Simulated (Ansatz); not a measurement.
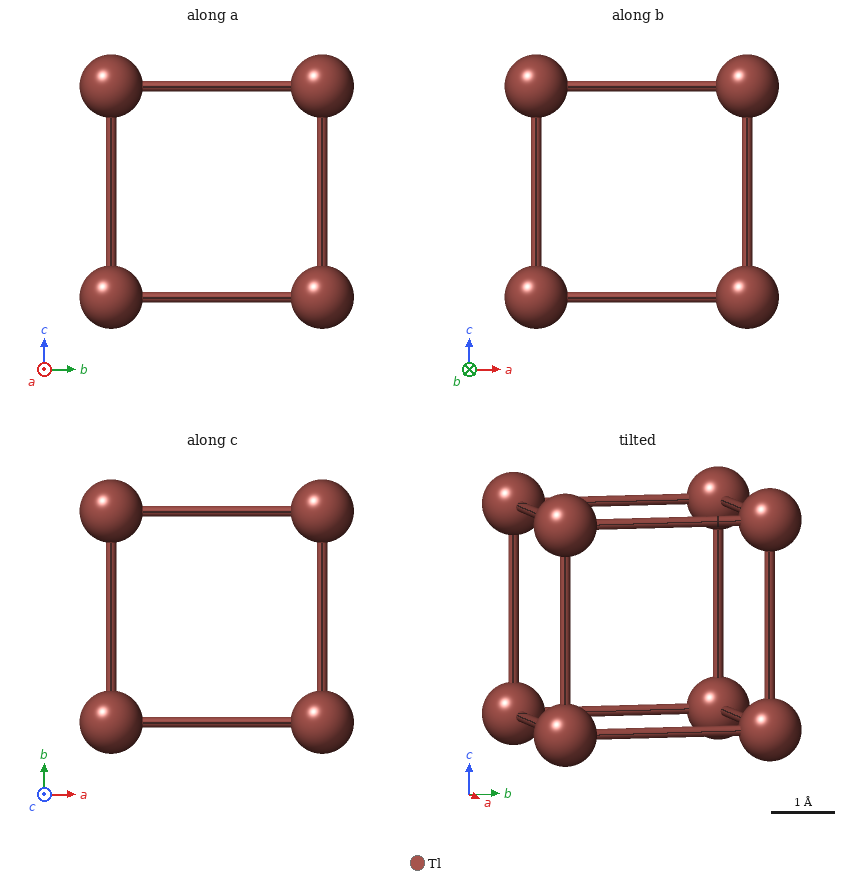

We look at a ball-and-stick model of the crystal along the a axis, along the b axis, along the c axis and slightly off an axis. The wireframe shows the conventional unit cell.

Lattice parameters: a = 3.3804 Å, b = 3.3804 Å, c = 3.3804 Å, α = 90.000°, β = 90.000°, γ = 90.000°.

Question: Transcribe the picture into a CIF with its space group and independent sites.

Answer:
```cif
data_structure
_symmetry_space_group_name_H-M 'P m -3 m'
_symmetry_Int_Tables_number 221
_cell_length_a 3.3804
_cell_length_b 3.3804
_cell_length_c 3.3804
_cell_angle_alpha 90.000
_cell_angle_beta 90.000
_cell_angle_gamma 90.000
_cell_volume 38.63
loop_
_atom_site_label
_atom_site_type_symbol
_atom_site_symmetry_multiplicity
_atom_site_Wyckoff_symbol
_atom_site_fract_x
_atom_site_fract_y
_atom_site_fract_z
_atom_site_occupancy
Tl1 Tl 1 a 0.0000 0.0000 0.0000 1
```

The model was built from a structure type filled with this element by a generator (whether the element takes this form wasn't checked). Earlier steps of the study may have refined or changed the cell and positions. Ansatz was used for an electronic-structure calculation on it.
